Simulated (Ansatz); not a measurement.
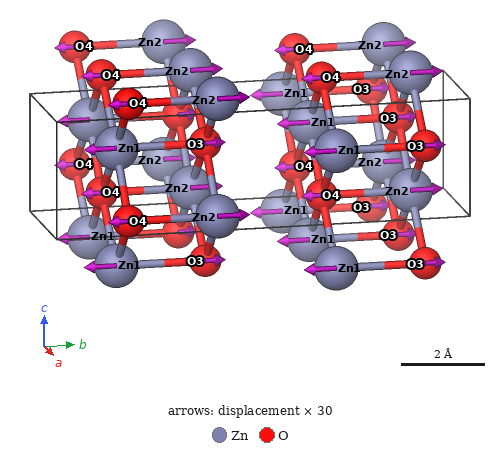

A relaxation of crystalline ZnO (built on the InSe-12 type type). The starting structure is drawn; purple arrows show the displacements (the part carried along by the change of the cell is left out), 30 times their true length.

Style: ball-and-stick. Shown: the conventional cell (2 times the calculation's cell), slightly off an axis. Lengths and directions refer to the drawn axes.

These are results of DFT, r2SCAN+rVV10, plane waves, PAW in Ansatz, not measurements. Settings: plane-wave cutoff 500 eV; k-point mesh 10 × 10 × 10; occupations fermi dirac; smearing width 0.03 eV; no spin polarisation; cell and atoms relaxed; force threshold 0.01 eV/Å; at most 120 steps.

### Which element moves most?

Zinc: up to 0.027 Å, against 0.017 Å for oxygen.

### Describe the change and its energy.

The largest moves relative to the cell, 0.027 Å, are those of Zn1 and Zn2. Zn2 goes along +b. By element the largest moves are Zn 0.027 Å, O 0.017 Å. The drawn cell changes as follows: a 2.874 → 2.863 Å (−0.4 %), b 10.226 → 10.007 Å (−2.1 %), c 2.922 → 2.923 Å (0.0 %); the volume changes by −2.5 %. The space group stays Cmcm (No. 63). The energy falls by 1.3 meV per atom in 4 accepted moves (5 points after the start). The largest force component goes from 0.035 to under 0.0001 eV/Å. The pressure goes from −1.34 to 0.00 GPa. The SCF was repeated once at an unchanged geometry on a basis and grid sized afresh for the cell, which shifted the energy by 0.2 meV per atom at most. The run took 3 min on 2 threads of Arm Neoverse N1, on a shared host, peak memory 0.68 GiB.
